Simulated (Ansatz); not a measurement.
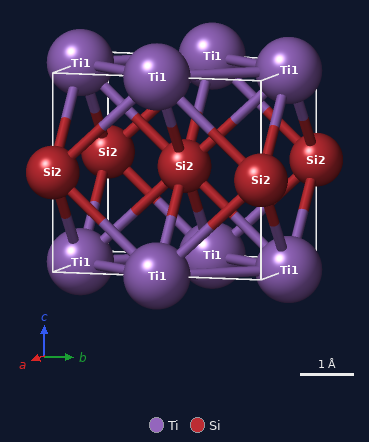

Figure 1. The input geometry (ball-and-stick view of the cell 2 times as large as that of the calculation, set on its symmetry axes, seen slightly off an axis; atoms are numbered from 1 in the order of the input). An atom can appear more than once, as a periodic image.

Run report: TiSi, single-point calculation

- system: TiSi (Cmmm, 2 atoms in the cell)
- method: DFT PBEsol, scalar-relativistic, plane waves, PAW, no spin polarisation (Ansatz 0.2.0)

The structure derives from a Materials Project entry. It belongs to a series of runs on one base structure; here: strain -0.0400 x Voigt [1, 0, 0, 0, 0, 0], atoms carried along. Figures and captions count atoms from 1; the log counts them from 0 in places.

## The program's output
```
Engine: ansatz 0.2.0, x86_64-unknown-linux-gnu
Pseudopotentials: kind: paw
Pseudopotential: Ti, paw, valence charge 12, recommended cutoff 420 eV (normal), Ti.paw.azcp
Pseudopotential: Si, paw, valence charge 4, recommended cutoff 420 eV (normal), Si.paw.azcp
Functional definition: PBEsol
  exchange = pbesol_x
  correlation = pbesol_c
Crystal: 2 atoms, lattice volume = 27.124 Å³
Basis set: ecut = 420 eV, 543 PW (Γ), exchange–correlation on 40×40×54 points (8 copies of the dense FFT grid, shifted against one another)
Bands: 12, of which v1, the nominal top of the filled ones, is band 8 counted from 1 (7 counted from 0)
Symmetry: 8 space group operations
Space group: Cmmm (ITA 65), of the structure as read, at distance tolerance 3.0e-5 Å
k-points: 1197 of 7744
Non-local potential: Ti, projectors of the file, l = 0: 3, l = 1: 2, l = 2: 3, l = 3: 1
Non-local potential: Si, projectors of the file, l = 0: 2, l = 1: 2, l = 2: 2
PAW form: soft (Blöchl's): semilocal exchange-correlation on the pseudo side does not see the compensation charge
PAW frozen core: Ti, regenerated for the run's functional, and the local potential with it (the file was generated under x = pbe(κ = 0.804, μ = 0.2195149727645171), c = pbe(β = 0.06672455060314922))
PAW frozen core: Si, regenerated for the run's functional, and the local potential with it (the file was generated under x = pbe(κ = 0.804, μ = 0.2195149727645171), c = pbe(β = 0.06672455060314922))
PAW one-centre angular grid: Ti, 590 points (default); XC on 64 Gauss nodes
PAW one-centre angular grid: Si, 110 points (default); XC on 64 Gauss nodes
Initial density: superposition of atomic densities (neutral atoms: chi_scale 0, normalization atom), corrected by the library's trained network
Initial wavefunctions: pseudopotential atomic-orbital guess
Functional: x = pbesol(κ = 0.804, μ = 0.12345679012345678), c = pbesol(β = 0.046)
SCF iter   1: F=—  HF=-3096.607760 eV  |F-HF|=—  |Δ(HF+E_count)|=         —  Δρ=7.25e-3  dr2=8.87e-3  ethr=1.77e-3  ⟨swp⟩=5.0  Hψ=76353  notcnv=0
preconditioner: auto → none  [metal: Δε(μ)=0.002 eV  Ē_g=6.617 eV  σ=0.150 eV  W_gap=0.01  n_scr=6 (ndim 8)  ℏωp=20.2 eV  f_vac=0.000  D(μ)=1.12/eV (n_scr^D=6)  sad-step TF]
SCF iter   2: F=—  HF=-3096.605100 eV  |F-HF|=—  |Δ(HF+E_count)|=   2.66e-3  Δρ=3.49e-3  dr2=2.12e-3  ethr=5.54e-5  ⟨swp⟩=1.2  Hψ=25554  notcnv=0
SCF iter   3: F=—  HF=-3096.604462 eV  |F-HF|=—  |Δ(HF+E_count)|=   6.39e-4  Δρ=3.04e-4  dr2=1.31e-5  ethr=1.32e-5  ⟨swp⟩=3.0  Hψ=24279  notcnv=0
SCF iter   4: F=—  HF=-3096.604439 eV  |F-HF|=—  |Δ(HF+E_count)|=   2.29e-5  Δρ=3.20e-5  dr2=1.51e-7  ethr=8.20e-8  ⟨swp⟩=2.6  Hψ=22259  notcnv=0
iter 5 did not close the SCF: its close was put off for the readings that it lacked (scf_convergence_deferred on its scf_iter line)
SCF iter   5: F=-3096.604439 eV  HF=-3096.604439 eV  |F-HF|=4.44e-9  |Δ(HF+E_count)|=   1.59e-8  Δρ=6.30e-6  dr2=1.01e-8  ethr=9.42e-10  ⟨swp⟩=2.0  Hψ=24025  notcnv=0
SCF iter   6: F=-3096.604439 eV  HF=-3096.604439 eV  |F-HF|=4.91e-10  |Δ(HF+E_count)|=   1.05e-9  Δρ=1.26e-6  dr2=7.29e-10  ethr=6.34e-11  ⟨swp⟩=4.3  Hψ=69845  notcnv=0
the search or the solves at the SCF's close seem to have found levels that the self-consistency loop had missed (the run counts 1). By its estimate they hold under 1e-12 electrons; where the run keeps them, the occupations were computed again with them
SCF 1 converged in 6 iterations: F = -3096.604439 eV  dr2 = 7.29e-10
  greatest PAW one-centre occupation: 0.999 electrons in one spin orbital (limit 2), on the Ti atom at site 0 (counted from 0), in its partial waves of l = 0
```

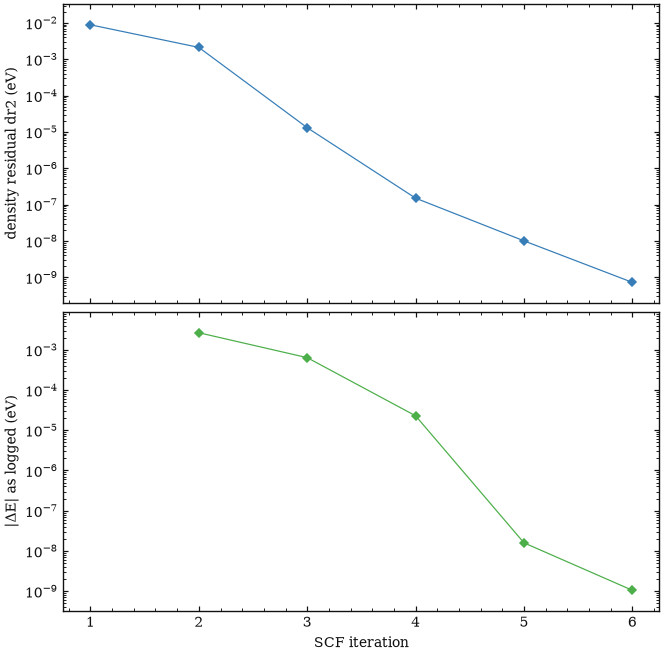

Figure 2. Convergence of the self-consistent field: density residual dr2 and size of the energy change against the SCF iteration. The residual falls at every step.

```
SCF converged after 6 iterations
Free energy (F): -3096.604439 eV
Harris-Foulkes:  -3096.604439 eV  (|F-HF|=4.91e-10)
Internal energy: -3096.591710 eV  (E = F + TS)
E sigma→0 (E₀):  -3096.598075 eV
Entropy (-TS):   -0.012728 eV (-6.364 meV/atom)
Fermi energy:    14.449941 eV
--- Per-component energies (eV) ---
  E_band       = -109.374832
  E_kinetic    = 320.463131
  E_local      = -926.243141  (includes V_loc(G=0)·N_el)
  E_nonlocal   = 35.641562
  E_hartree    = 404.113154
  E_xc         = -154.970903
  E_vxc        = -173.084355  (∫ρ·V_xc dr)
  E_paw        = -1522.288171  (= ΣΔE_a)
  E_vpaw       = -174.377672  (= ΣTr[D̂ρ^β])
  E_aug_tail   = 0.000118  (compensation charges beyond the density's cutoff)
  E_ewald      = -1253.478405
  E_core_change = 0.170945  (= ΣΔE_core)
  E_smearing   = -0.012728  (= −TS)
  E_closure    = 0.000000  (closes the sum)
  Σ components = -3096.604439   (vs F -3096.604439, Δ=0.00e0)
--- Forces (eV/Å), atoms counted from 1 ---
  atom   1  Ti     0.00000000     0.00000000     0.00000000
  atom   2  Si     0.00000000     0.00000000     0.00000000
  max |Σ_I F_I| component: 0.00e0 eV/Å
--- Stress (GPa, compression-positive) ---
       10.307341       0.000000       0.000000
        0.000000       4.591930       0.000000
        0.000000       0.000000       5.738181
  P = ⅓ Tr σ = 6.8792 GPa (68.792 kbar)
--- Band table (eV; the first three rows and the last of 1197) ---
  k-point 0: bands = ["-41.7908", "-18.3480", "-17.8179", "-17.6707", "2.2525", "11.7718", "12.4941", "13.3063", "16.3337", "17.1426", "17.6774", "20.4612"]
  k-point 1: bands = ["-41.7907", "-18.3500", "-17.8178", "-17.6706", "2.2913", "11.3863", "12.8189", "13.3163", "16.2813", "17.1150", "17.6810", "20.5696"]
  k-point 2: bands = ["-41.7904", "-18.3559", "-17.8176", "-17.6704", "2.4053", "10.7422", "13.2902", "13.3451", "16.1426", "17.0396", "17.6911", "20.8744"]
  k-point 1196: bands = ["-41.5865", "-18.4492", "-18.3103", "-18.1856", "9.2018", "10.4014", "11.1671", "11.6438", "16.6971", "17.1833", "17.2648", "18.6234"]
```

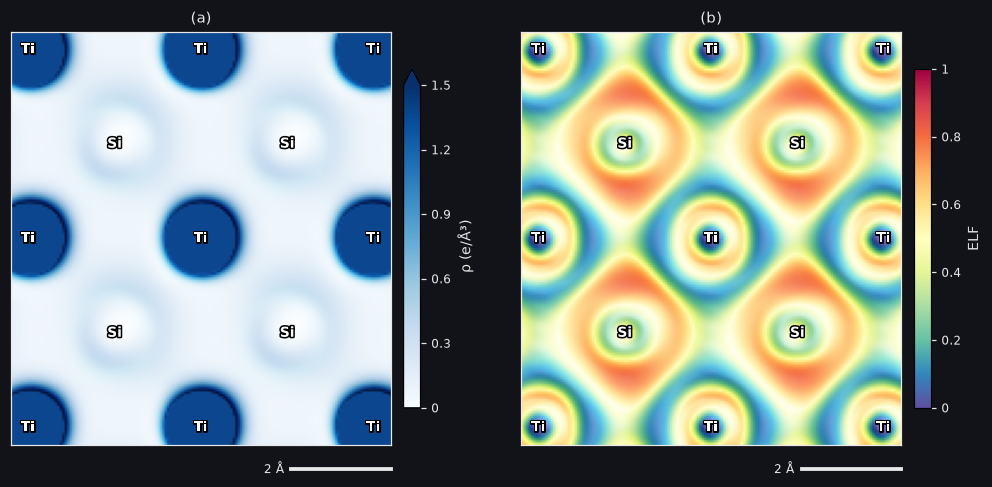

Figure 3. (a) valence electron density; (b) electron localisation function on the (010) plane of the conventional cell. Atoms in the plane: Ti and Si. Ti–Si (2.57 Å): the density is about 0.32 e/Å³ at the midpoint; the ELF is about 0.35 at the midpoint. Away from the nuclei the density in this plane falls to 0.18 e/Å³ at its lowest. The strong features right at Ti lie inside the PAW spheres (semicore, d or f shells) and say nothing about bonding. The fields are those of the smooth PAW valence density.

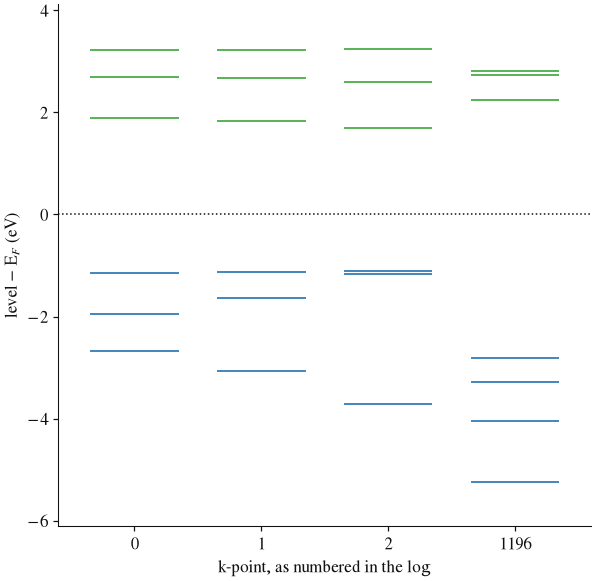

Figure 4. Kohn–Sham levels near the Fermi level (dotted) at the few k-points that the log prints; levels within 0.02 eV of each other stand side by side. The system is metallic on the full mesh.

This output came from the following input.

## The input
```yaml
crystal:
  lattice:
    - [1.7305629371, -2.0662876276, 0.0]
    - [1.7305629371, 2.0662876276, 0.0]
    - [0.0, 0.0, 3.7927044821]
  atoms:
    - { symbol: Ti, position: [0.5, 0.5, 0.0] }
    - { symbol: Si, position: [0.0, 0.0, 0.5] }
basis:
  ecutwfc: 420
kpoints:
  mp_grid: { grid: [22, 22, 16] }
hamiltonian:
  xc: pbesol
scf:
  occupations: { method: gaussian, width: 0.15 }
output:
  forces: true
  stress: true
  eigenvalues: true
  write_density: true
  write_potential: true
  elf: true
  volumetric_format: npy
```

Launch command:
```bash
ansatz run input.yaml --threads 1 --pin off --max-ram 2560MiB --backend cpu --events-out ev --progress --plain --runs-dir out
```

## Results in brief

- outcome: converged
- space group (tolerance 0.01 Å): Cmmm (65)
- electrons treated: 16
- free energy: −3096.6044 eV
- Fermi energy: 14.450 eV
- gap on the k-point mesh: none (metallic)
- pressure: 6.88 GPa
- largest force (length of the vector): under 0.001 eV/Å
- hardware: 1 thread of AMD EPYC (Zen 3), 32 GiB of memory available, shared host
- wall time: 33 s
- peak memory: 0.69 GiB
